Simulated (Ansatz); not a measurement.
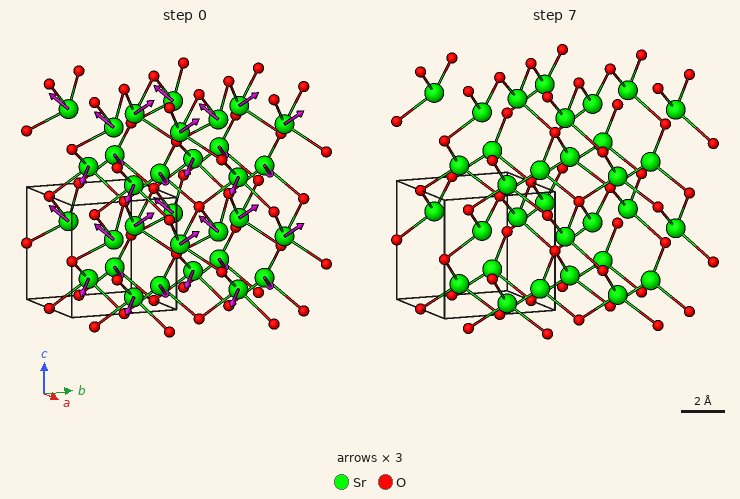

The structure of solid Sr4O3 (a generated structure, set up in P-43m) (coarse preliminary run) before (left) and after (right) a relaxation, at one scale. The purple arrows give the displacements (the part carried along by the change of the cell is left out), 3 times their true length.

The picture is a ball-and-stick view of the cell of the calculation, repeated 2 × 2 × 2 with one cell outlined, seen slightly off an axis.

The calculation used DFT PBE, scalar-relativistic, plane waves, PAW (Ansatz 0.2.0). Settings: plane-wave cutoff 420 eV; k-point mesh 4 × 4 × 4; occupations gaussian; smearing width 0.1 eV; no spin polarisation; cell and atoms relaxed; force threshold 0.04 eV/Å; at most 70 steps.

Describe what moved and what it gained.

Answer. The energy falls by 438 meV per atom in 5 accepted moves (7 points after the start). The largest force component goes from 2.2 to 0.00073 eV/Å. The pressure goes from 6.30 to 0.11 GPa. At 2 points the geometry stayed and the basis and grid were re-selected for the new cell (energy shift of 11.3 meV per atom at most each time). The largest moves relative to the cell, 0.42 Å, are those of Sr atoms. O stays in place. Cell: a = b = c 5.408 → 5.714 Å (+5.7 %). Volume +17.9 %. Near-neighbour distances that change, for instance: Sr–Sr 3.376 → 4.246 Å, O–Sr 2.447 → 2.435 Å. Among the angles between lasting bonds that change: Sr–O–Sr 121.6° → 103.9°, O–Sr–O 102.8° → 112.1°, Sr–O–Sr 103.8° → 112.3°. The space group stays P-43m (No. 215).
